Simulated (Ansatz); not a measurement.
**Band-structure calculation of TaN**

The run: band-structure calculation of TaN (6 atoms in the cell). Method and program: DFT, PBEsol, all-electron LAPW, scalar-relativistic, no spin polarisation (Ansatz 0.2.0).

The structure derives from an entry of the Crystallography Open Database. It belongs to a series of runs on one base structure; here: equal xx and yy strain of -1 %. Figures and captions count atoms from 1; the log counts them from 0 in places.

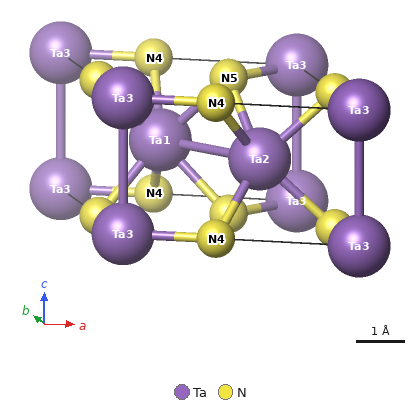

The structure (ball-and-stick view of the cell of the calculation, seen slightly off an axis; atoms are numbered from 1 in the order of the input). An atom can appear more than once, as a periodic image.

## Input
```yaml
crystal:
  lattice:
    - [5.1440408582, 0.0, 0.0]
    - [-2.5720204291, 4.4548700613, 0.0]
    - [0.0, 0.0, 2.911]
  atoms:
    - { symbol: Ta, position: [0.3333333333, 0.6666666667, 0.5] }
    - { symbol: Ta, position: [0.6666666667, 0.3333333333, 0.5] }
    - { symbol: Ta, position: [0.0, 0.0, 0.0] }
    - { symbol: "N", position: [0.39285, 0.0, 0.0] }
    - { symbol: "N", position: [0.60715, 0.60715, 0.0] }
    - { symbol: "N", position: [0.0, 0.39285, 0.0] }
kpoints:
  mp_grid: { grid: [6, 6, 9] }
  band_path:
    path:
      - [0.0, 0.0, 0.0]
      - [0.5, 0.0, 0.0]
      - [0.3333333333, 0.3333333333, 0.0]
      - [0.0, 0.0, 0.0]
      - [0.0, 0.0, 0.5]
      - [0.5, 0.0, 0.5]
      - [0.3333333333, 0.3333333333, 0.5]
      - [0.0, 0.0, 0.5]
      - [0.5, 0.0, 0.5]
    npoints: 5
scf:
  occupations: { method: fermi_dirac, width: 0.01 }
hamiltonian:
  xc: pbesol
  pseudopotentials: { kind: all_electron, lapw: { basis_error: 0.001 } }
output:
  forces: true
  stress: true
  eigenvalues: true
```

Launch command:
```bash
ansatz run input.yaml --threads 2 --pin off --max-ram 8192MiB --backend cpu --events-out ev --progress --plain --runs-dir out
```

## Output
```
LAPW: plane waves up to 10.682 Å⁻¹, error target 1.0e-3 eV per atom; small_component_spin mean_spin; N in spheres of 0.843 Å, 7 of its electrons in bands, Dirac shells []; Ta in spheres of 1.178 Å, 45 of its electrons in bands, Dirac shells [] (how accurate: hamiltonian.pseudopotentials.lapw.basis_error, Limitations)
Engine: ansatz 0.2.0, x86_64-unknown-linux-gnu
Pseudopotentials: kind: all_electron
Pseudopotential: Ta, LAPW, valence charge 45, lapw/all_electron/scalar/gaussian/Ta, Koelling and Harmon's equation, gaussian nucleus
Pseudopotential: N, LAPW, valence charge 7, lapw/all_electron/scalar/gaussian/N, Koelling and Harmon's equation, gaussian nucleus
Functional definition: PBEsol
  exchange = pbesol_x
  correlation = pbesol_c
Crystal: 6 atoms, lattice volume = 66.709 Å³
Basis set: ecut = 434.7729540650808 eV, 1335 PW (Γ), exchange–correlation at level 2
Bands: 94, of which v1, the nominal top of the filled ones, is band 78 counted from 1 (77 counted from 0)
Symmetry: 12 space group operations
Space group: P-62m (ITA 189), of the structure as read, at distance tolerance 4.1e-5 Å
k-points: 35 of 324 (time reversal used)
Non-local potential: Ta, projectors of the file, none
Non-local potential: N, projectors of the file, none
Initial density: superposition of atomic densities (chi_scale 0.1, normalization cell, long waves kept (reshape's long-wave potential 0.01 eV rms))
Initial wavefunctions: plane waves of lowest kinetic energy (no species holds an atomic orbital)
Functional: x = pbesol(κ = 0.804, μ = 0.12345679012345678), c = pbesol(β = 0.046)
iter 1 solved again at ethr=1.01e-2 eV; its pass at ethr=1.00e-1 eV (dr2=1.57e1 eV) is discarded
SCF iter   1: F=—  HF=-1277797.798560 eV  |F-HF|=—  |Δ(HF+E_count)|=         —  Δρ=1.42e-1  dr2=1.57e1  ethr=1.01e-2  ⟨swp⟩=2.0  Hψ=20211  notcnv=0
preconditioner: auto → Resta (q_TF=auto, 3.143 Å⁻¹)  ε∞=4.4  [insulator: Δε(μ)=0.120 eV  Ē_g=23.453 eV  σ=0.010 eV  W_gap=0.92  n_scr=32 (ndim 8)  ℏωp=43.1 eV  f_vac=0.000  D(μ)=0.57/eV (n_scr^D=0)  ε∞_Penn≈4.4]
iter 2 solved again at ethr=1.45e-4 eV; its pass at ethr=1.01e-2 eV (dr2=2.26e-1 eV) is discarded
SCF iter   2: F=—  HF=-1277792.265379 eV  |F-HF|=—  |Δ(HF+E_count)|=    5.53e0  Δρ=2.75e-2  dr2=2.25e-1  ethr=1.45e-4  ⟨swp⟩=2.0  Hψ=16725  notcnv=0
preconditioner: auto → Kerker (q_TF=auto, 3.143 Å⁻¹)  [metal: Δε(μ)=0.009 eV  Ē_g=24.372 eV  σ=0.010 eV  W_gap=0.21  n_scr=32 (ndim 8)  ℏωp=43.1 eV  f_vac=0.000  D(μ)=3.71/eV (n_scr^D=32)]
SCF iter   3: F=—  HF=-1277792.110494 eV  |F-HF|=—  |Δ(HF+E_count)|=         —  Δρ=2.91e-2  dr2=6.60e-1  ethr=1.44e-4  ⟨swp⟩=3.0  Hψ=10956  notcnv=0
the basis was enlarged: its passes take 1.6 MiB over the memory plan, 2 of 2 planned eigensolver slots
SCF iter   4: F=—  HF=-1277792.078531 eV  |F-HF|=—  |Δ(HF+E_count)|=   3.20e-2  Δρ=9.79e-3  dr2=7.33e-2  ethr=1.44e-4  ⟨swp⟩=2.0  Hψ=10396  notcnv=0
SCF iter   5: F=—  HF=-1277791.985941 eV  |F-HF|=—  |Δ(HF+E_count)|=   9.26e-2  Δρ=3.53e-3  dr2=4.59e-3  ethr=4.70e-5  ⟨swp⟩=2.1  Hψ=10387  notcnv=0
SCF iter   6: F=—  HF=-1277791.985258 eV  |F-HF|=—  |Δ(HF+E_count)|=   6.83e-4  Δρ=1.43e-3  dr2=1.86e-3  ethr=2.94e-6  ⟨swp⟩=2.0  Hψ=10395  notcnv=0
SCF iter   7: F=—  HF=-1277791.984847 eV  |F-HF|=—  |Δ(HF+E_count)|=   4.11e-4  Δρ=5.91e-4  dr2=2.60e-4  ethr=1.19e-6  ⟨swp⟩=2.0  Hψ=9837  notcnv=0
SCF iter   8: F=—  HF=-1277791.984855 eV  |F-HF|=—  |Δ(HF+E_count)|=   8.38e-6  Δρ=2.01e-4  dr2=3.96e-5  ethr=1.67e-7  ⟨swp⟩=2.0  Hψ=9837  notcnv=0
SCF iter   9: F=—  HF=-1277791.984810 eV  |F-HF|=—  |Δ(HF+E_count)|=   4.55e-5  Δρ=8.25e-5  dr2=4.96e-6  ethr=2.54e-8  ⟨swp⟩=2.0  Hψ=9837  notcnv=0
SCF iter  10: F=—  HF=-1277791.984808 eV  |F-HF|=—  |Δ(HF+E_count)|=   1.57e-6  Δρ=3.56e-5  dr2=9.85e-7  ethr=3.18e-9  ⟨swp⟩=2.0  Hψ=9837  notcnv=0
SCF iter  11: F=—  HF=-1277791.984808 eV  |F-HF|=—  |Δ(HF+E_count)|=   2.33e-9  Δρ=1.47e-5  dr2=1.87e-7  ethr=6.31e-10  ⟨swp⟩=2.0  Hψ=9837  notcnv=0
SCF iter  12: F=-1277791.984808 eV  HF=-1277791.984808 eV  |F-HF|=2.28e-8  |Δ(HF+E_count)|=   4.17e-8  Δρ=4.88e-6  dr2=1.91e-8  ethr=1.20e-10  ⟨swp⟩=2.0  Hψ=9837  notcnv=0
SCF 1 converged in 12 iterations: F = -1277791.984808 eV  dr2 = 1.91e-8
```

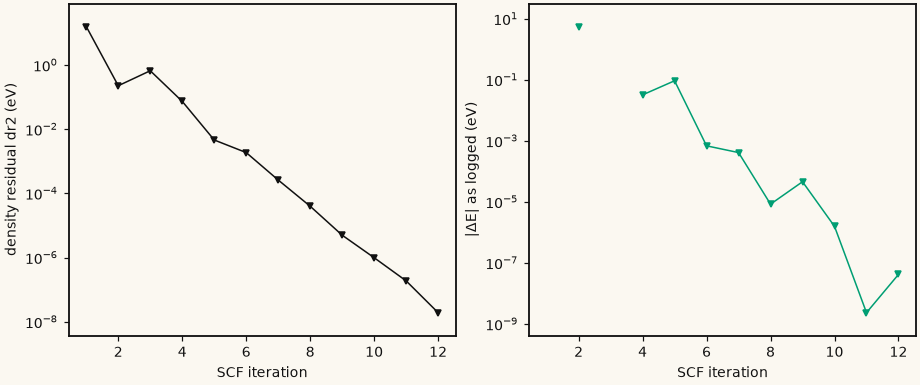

Convergence of the self-consistent field: density residual dr2 and size of the energy change against the SCF iteration. The residual comes down, with one marked jump up, by a factor of about 3, at step 3.

```
NSCF: frozen V_eff on 41 k-points
SCF converged after 12 iterations
Free energy (F): -1277791.984808 eV
Harris-Foulkes:  -1277791.984808 eV  (|F-HF|=2.28e-8)
Internal energy: -1277791.984583 eV  (E = F + TS)
E sigma→0 (E₀):  -1277791.984695 eV
Entropy (-TS):   -0.000225 eV (-0.038 meV/atom)
Fermi energy:    25.040729 eV
--- Per-component energies (eV) ---
  E_band       = -17377.742862
  E_kinetic    = 1425710.296838
  E_xc         = -26040.660492
  E_electrostatic = -2677461.620929  (all electrons and nuclei)
  E_smearing   = -0.000225  (= −TS)
  E_closure    = 0.000000  (closes the sum)
  E_atoms      = -1277726.704966  (free atoms, spherical and without spin; not in F)
  Σ components = -1277791.984808   (vs F -1277791.984808, Δ=0.00e0)
  Basis errors (estimates in eV, not in F): energy 4.2e-4 per atom: plane waves 3.8e-4 (2.2e-4 summed), levels above the bands 0.0e0, relativity 1.7e-8, radial functions 4.1e-5, core shells 7.0e-11; eigenvalues (radial functions only) 2.5e-6; not estimated: angular momenta, meshes, grids; target (lapw.basis_error) 1.0e-3; muffin-tin radii N 0.843 Å, Ta 1.178 Å
--- Forces (eV/Å), atoms counted from 1 ---
  atom   1  Ta     0.00000000    -0.00000000     0.00000000
  atom   2  Ta     0.00000000     0.00000000     0.00000000
  atom   3  Ta    -0.00000000     0.00000000     0.00000000
  atom   4  N      0.16072914     0.00000000     0.00000000
  atom   5  N     -0.08036457    -0.13919552     0.00000000
  atom   6  N     -0.08036457     0.13919552     0.00000000
  max |Σ_I F_I| component: 3.75e-16 eV/Å
--- Stress (GPa, compression-positive) ---
        4.538544       0.000000       0.000000
        0.000000       4.538544       0.000000
        0.000000       0.000000      -0.923168
  P = ⅓ Tr σ = 2.7180 GPa (27.180 kbar)
--- Band table (eV; the first three rows and the last of 35) ---
  k-point 0: bands = ["-510.4043", "-510.4043", "-509.8289", "-371.0994", "-371.0994", "-371.0994", "-371.0994", "-371.0883", "-371.0883", "-370.5271", "-370.5271", "-370.5032", "-351.1685", "-351.1685", "-351.1685", "-192.8812", "-192.8812", "-192.8812", "-192.8812", "-192.8785", "-192.8785", "-192.8785", "-192.8785", "-192.8565", "-192.8565", "-192.3076", "-192.3076", "-192.2997", "-192.2997", "-192.2689", "-44.2120", "-44.1603", "-43.5929", "-11.0832", "-11.0832", "-10.7072", "-10.7072", "-10.5394", "-10.4160", "-10.2711", "-10.2711", "-9.6553", "4.0044", "4.0044", "4.0047", "4.0258", "4.0258", "4.0258", "4.0293", "4.0293", "4.0379", "4.0379", "4.0628", "4.0663", "4.0675", "4.0874", "4.5551", "4.5984", "4.6193", "4.6193", "4.6245", "4.6245", "4.6815", "6.6493", "9.4982", "9.4982", "15.5278", "18.4311", "18.4311", "18.4816", "19.1216", "19.1216", "19.9891", "19.9891", "20.7226", "21.6400", "23.1953", "24.1414", "24.1414", "25.5334", "25.5334", "26.9717", "26.9717", "27.0854", "27.7952", "28.2961", "28.2961", "30.4275", "30.4275", "32.1951", "32.1951", "34.1733", "34.8904", "34.8904"]
  k-point 1: bands = ["-510.4043", "-510.4043", "-509.8289", "-371.0994", "-371.0994", "-371.0994", "-371.0994", "-371.0883", "-371.0883", "-370.5271", "-370.5271", "-370.5032", "-351.1685", "-351.1685", "-351.1685", "-192.8812", "-192.8812", "-192.8812", "-192.8812", "-192.8785", "-192.8785", "-192.8785", "-192.8785", "-192.8565", "-192.8565", "-192.3076", "-192.3076", "-192.2997", "-192.2997", "-192.2689", "-44.2067", "-44.1551", "-43.5883", "-11.0652", "-11.0652", "-10.6874", "-10.6874", "-10.6485", "-10.5126", "-10.2712", "-10.2712", "-9.7374", "4.0056", "4.0056", "4.0078", "4.0250", "4.0250", "4.0263", "4.0344", "4.0344", "4.0364", "4.0364", "4.0613", "4.0630", "4.0664", "4.0813", "4.5575", "4.5987", "4.6184", "4.6184", "4.6275", "4.6275", "4.6755", "6.8852", "9.4255", "9.4255", "15.9436", "18.1700", "18.1700", "18.6668", "19.0873", "19.0873", "19.9220", "19.9220", "20.0635", "22.1215", "23.6025", "23.6025", "23.7594", "26.2234", "26.2234", "27.0260", "27.0260", "27.2805", "28.0146", "28.3339", "28.3339", "30.3058", "30.3058", "31.8052", "31.8052", "34.4715", "35.4655", "35.4655"]
  k-point 2: bands = ["-510.4043", "-510.4043", "-509.8289", "-371.0994", "-371.0994", "-371.0994", "-371.0994", "-371.0883", "-371.0883", "-370.5271", "-370.5271", "-370.5032", "-351.1685", "-351.1685", "-351.1685", "-192.8812", "-192.8812", "-192.8812", "-192.8812", "-192.8785", "-192.8785", "-192.8785", "-192.8785", "-192.8565", "-192.8565", "-192.3076", "-192.3076", "-192.2997", "-192.2997", "-192.2689", "-44.1930", "-44.1421", "-43.5767", "-11.0195", "-11.0195", "-10.9161", "-10.7511", "-10.6343", "-10.6343", "-10.2743", "-10.2743", "-9.9407", "4.0027", "4.0027", "4.0140", "4.0276", "4.0290", "4.0290", "4.0346", "4.0346", "4.0458", "4.0458", "4.0462", "4.0634", "4.0666", "4.0670", "4.5621", "4.5993", "4.6162", "4.6162", "4.6350", "4.6350", "4.6613", "7.5135", "9.2340", "9.2340", "17.0533", "17.6436", "17.6436", "18.2354", "18.8945", "18.8945", "19.7251", "19.7709", "19.7709", "23.1135", "23.1135", "23.3944", "25.0631", "26.5571", "26.5571", "27.1803", "27.1803", "27.8417", "28.5921", "28.8532", "28.8532", "30.0608", "30.0608", "31.2008", "31.2008", "34.8676", "35.8770", "35.8770"]
  k-point 34: bands = ["-510.4043", "-510.4043", "-509.8289", "-371.0994", "-371.0994", "-371.0994", "-371.0994", "-371.0883", "-371.0883", "-370.5271", "-370.5271", "-370.5032", "-351.1685", "-351.1685", "-351.1685", "-192.8812", "-192.8812", "-192.8812", "-192.8812", "-192.8785", "-192.8785", "-192.8785", "-192.8785", "-192.8564", "-192.8564", "-192.3076", "-192.3076", "-192.2997", "-192.2997", "-192.2689", "-44.1424", "-44.1424", "-43.5549", "-11.3036", "-11.3036", "-11.0055", "-10.7250", "-10.7250", "-10.4566", "-10.2834", "-10.2834", "-10.2792", "3.9785", "4.0008", "4.0008", "4.0319", "4.0380", "4.0380", "4.0424", "4.0424", "4.0460", "4.0460", "4.0540", "4.0649", "4.0649", "4.0689", "4.5642", "4.6001", "4.6116", "4.6116", "4.6378", "4.6484", "4.6484", "8.5090", "9.1798", "9.1798", "16.7806", "16.7806", "17.6851", "17.6851", "17.6932", "18.4607", "18.4975", "20.9186", "20.9186", "22.5550", "22.5550", "23.2721", "27.3743", "27.3743", "27.6906", "27.9727", "27.9727", "28.8518", "29.0474", "29.0474", "30.5045", "31.3510", "31.3510", "31.4237", "32.4708", "34.0124", "34.0124", "35.2711"]
```

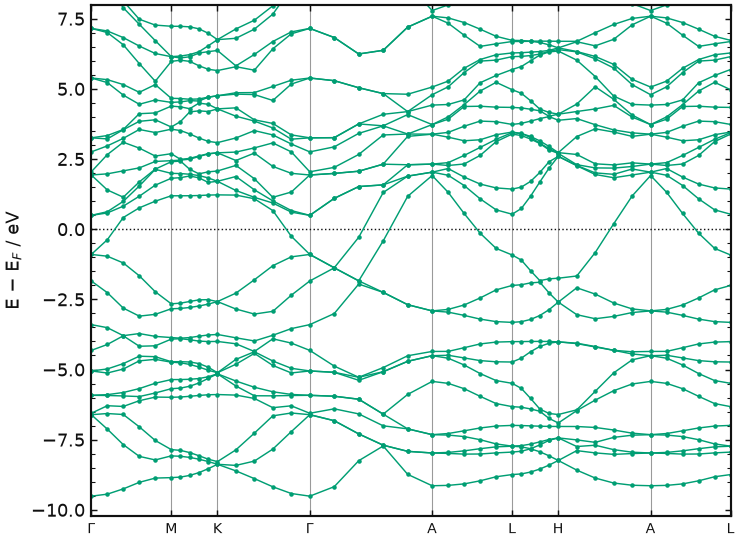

Band structure along Γ–M–K–Γ–A–L–H–A–L, with energies from the Fermi level. Bands cross the Fermi level: a metal at this level of theory.

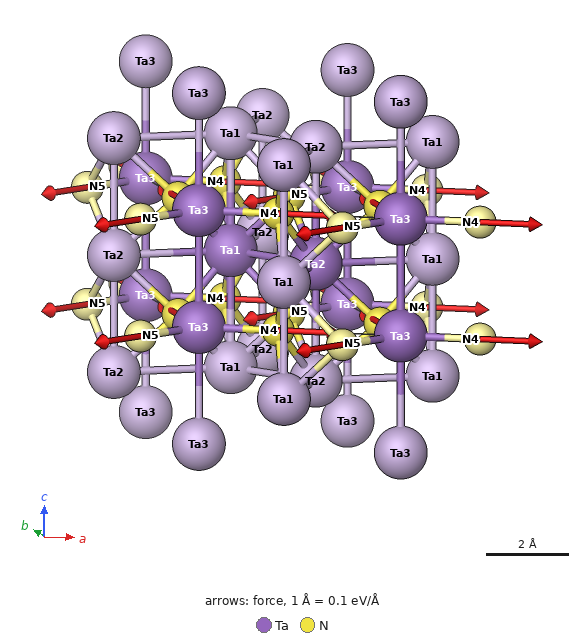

Forces on the atoms as red arrows (ball-and-stick view of the cell of the calculation, seen slightly off an axis; neighbours outside the cell are drawn fainter; atoms are numbered from 1 in the order of the input). The largest act on all 3 N atoms (0.16 eV/Å). The geometry is not a stationary point of this energy.

## Summary

- outcome: converged
- space group (tolerance 0.01 Å): P-62m (189)
- electrons in bands (core shells apart): 156
- free energy: −1277791.9848 eV
- Fermi energy: 25.041 eV
- pressure: 2.72 GPa
- electronic character: metal
- largest force (length of the vector): 0.161 eV/Å
- hardware: 2 threads of Intel Xeon (Granite Rapids), 64 GiB of memory available, shared host
- wall time: 80 s (CPU time 2.6 min)
- peak memory: 0.92 GiB

## Notes

Spin–orbit coupling is left out, which matters for Ta.
